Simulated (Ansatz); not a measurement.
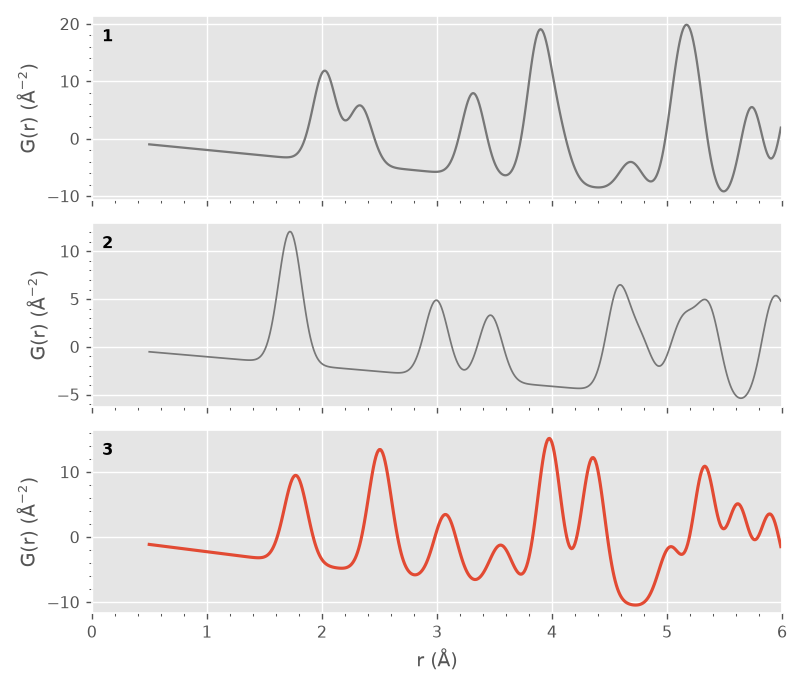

Each curve is a calculated X-ray PDF: distances of the static structure, each pair weighted by the product of the atomic numbers (X-ray weights at Q = 0), broadened by Gaussians with σ = 0.10 Å. No termination ripples are included.

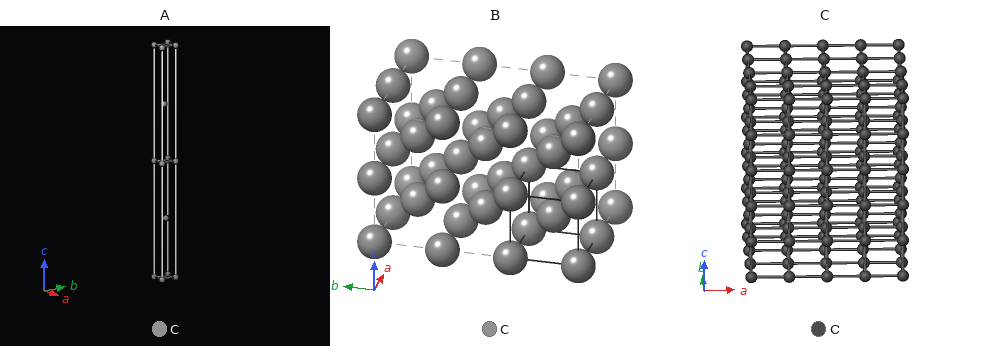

Candidate structures:

A. C, a = 1.733 Å, b = 1.733 Å, c = 18.707 Å, α = 90.00°, β = 90.00°, γ = 120.00°, P6_3/mmc

B. C, a = 2.344 Å, b = 2.344 Å, c = 2.344 Å, α = 90.00°, β = 90.00°, γ = 90.00°, Im-3m

C. C, a = 1.778 Å, b = 1.778 Å, c = 1.778 Å, α = 90.00°, β = 90.00°, γ = 90.00°, Pm-3m

Origins: A, the input geometry of an electronic-structure calculation (not necessarily at equilibrium); the starting structure was generated, so it need not be a known form of this composition; B, coordinates from a relaxation with DFT, PBEsol, plane waves (420 eV) with PAW, scalar-relativistic in Ansatz 0.2.0; the starting structure was generated, so it need not be a known form of this composition; C, the input geometry of an electronic-structure calculation (not necessarily at equilibrium); the starting structure was generated, so it need not be a known form of this composition.

> Which PDF belongs to which candidate?

curve 1 is B (C, first clear peaks at 2.03 Å (C–C) and 2.33 Å (C–C)); curve 2 is A (C, first clear peaks at 1.72 Å (C–C) and 3.00 Å (C–C)); curve 3 is C (C, first clear peaks at 1.77 Å (C–C) and 2.51 Å (C–C)).
